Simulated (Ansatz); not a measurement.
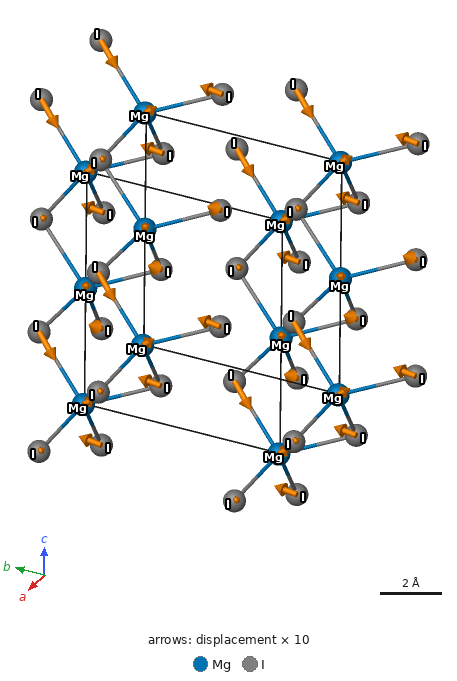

This is a relaxation of solid MgI2 (a generated structure, set up in P1) (coarse preliminary run). The starting structure is drawn; orange arrows show the displacements (the part carried along by the change of the cell is left out), 10 times their true length.

Style: ball-and-stick. Shown: the cell of the calculation, from a free direction.

Method: DFT PBE, scalar-relativistic, plane waves, PAW in Ansatz. (plane-wave cutoff 420 eV; k-point mesh 4 × 2 × 2; occupations gaussian; smearing width 0.1 eV; no spin polarisation; cell and atoms relaxed; force threshold 0.025 eV/Å; at most 60 steps)

Question: What did the optimiser do to the structure, and how much energy did it gain?

Answer: After 2 accepted moves (3 points after the start) the energy has fallen by 11.3 meV per atom. Largest force component: 0.56 eV/Å at the start, 0.0064 eV/Å at the end. The pressure goes from −0.02 to −0.01 GPa. At 1 point the geometry stayed and the basis and grid were re-selected for the new cell (energy shift of 0.1 meV per atom at most each time). The largest move relative to the cell is that of an I atom, 0.12 Å along [0 −2 −3]. By element the largest moves are I 0.12 Å, Mg 0.05 Å. The drawn cell changes as follows: a 4.450 → 4.416 Å (−0.8 %), b 7.224 → 7.380 Å (+2.2 %), c 8.758 → 8.831 Å (+0.8 %), α 89.3° → 89.6°, β 91.2° → 90.7°; the volume changes by +2.2 %. Some distances before and after: I–Mg 2.661 → 2.771 Å, I–Mg 2.876 → 2.771 Å, I–Mg 2.855 → 2.771 Å, I–Mg 2.700 → 2.771 Å. Among the angles between lasting bonds that change: I–Mg–I 114.7° → 111.9°, I–Mg–I 107.7° → 105.7°. The space group stays P1 (No. 1).
